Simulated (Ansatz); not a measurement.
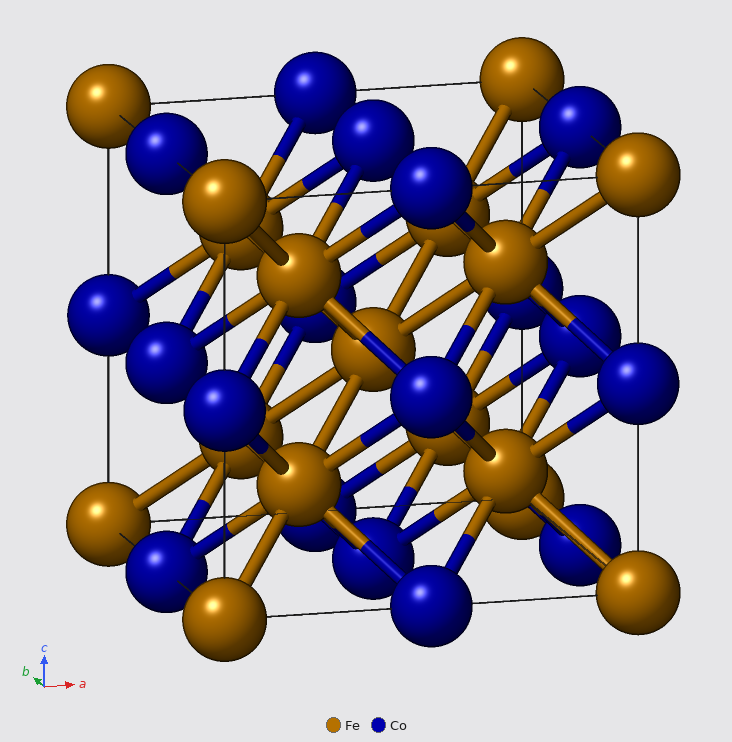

An orthographic ball-and-stick view of the structure, slightly off an axis. Lines trace the edges of the conventional unit cell. Cell: a = 5.69 Å, b = 5.69 Å, c = 5.69 Å, α = 90.00°, β = 90.00°, γ = 90.00°.

The model was built from a structure listed in the Materials Project. Earlier steps of the study may have refined or changed the cell and positions. It went into a calculation with Ansatz.

### Summary of the structure:

It has the composition Fe$_{5}$Co$_{3}$. Space group: Im-3m (No. 229). Lattice: body-centred cubic. The cell has 16 atoms, namely 10 Fe, 6 Co. Each Co atom is coordinated by eight Fe in a cubic arrangement at about 2.5 Å. Fe takes two kinds of site: 2a with eight Fe in a cubic arrangement at about 2.5 Å; 8c with six Co and two Fe in a cubic arrangement (about 2.5 Å to Co, 2.5 Å to Fe). Not all metal-metal contacts are counted. The bonds build a three-dimensional framework.

Theory: DFT PBE, scalar-relativistic, plane waves, PAW (Ansatz 0.2.0). Numerical settings: plane waves up to 420 eV, k-points about 0.16 Å⁻¹ apart, Gaussian smearing of 0.1 eV, collinear spins.

### Which atoms carry magnetic moments in this run, and how do they order?

The state reached is ferromagnetic. Sizes: Fe 2.5 to 2.7 μB and Co 1.8 μB; net moment 18.4 μB in the run's cell of 8 atoms.

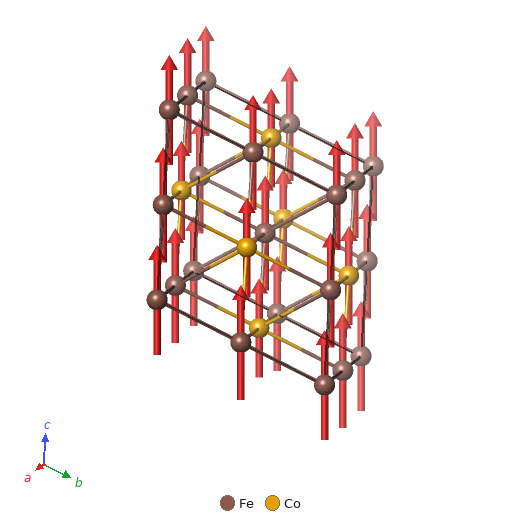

Site moments above 0.25 μB as arrows, small induced ones on non-metal atoms left out (red along the largest or up, blue against, purple across). The run's cell of 8 atoms is drawn, so axes and origin can differ from the first picture.

### Is it conducting or gapped at this level?

A metal: bands cross the Fermi level.

### What net charge does each kind of atom have (Bader)?

Fe -0.01 to +0.16 e; Co -0.21 e.

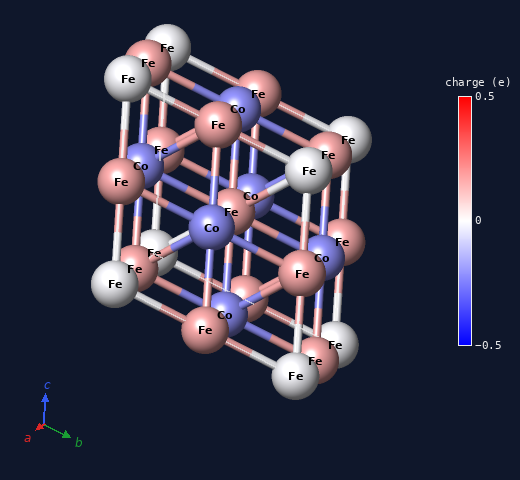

The atoms coloured by those charges. The run's cell of 8 atoms is drawn, so axes and origin can differ from the first picture.

### Does the calculation find this structure at rest?

Yes. All forces vanish to within 0.01 eV/Å. The pressure is 0.0 GPa, close to zero.
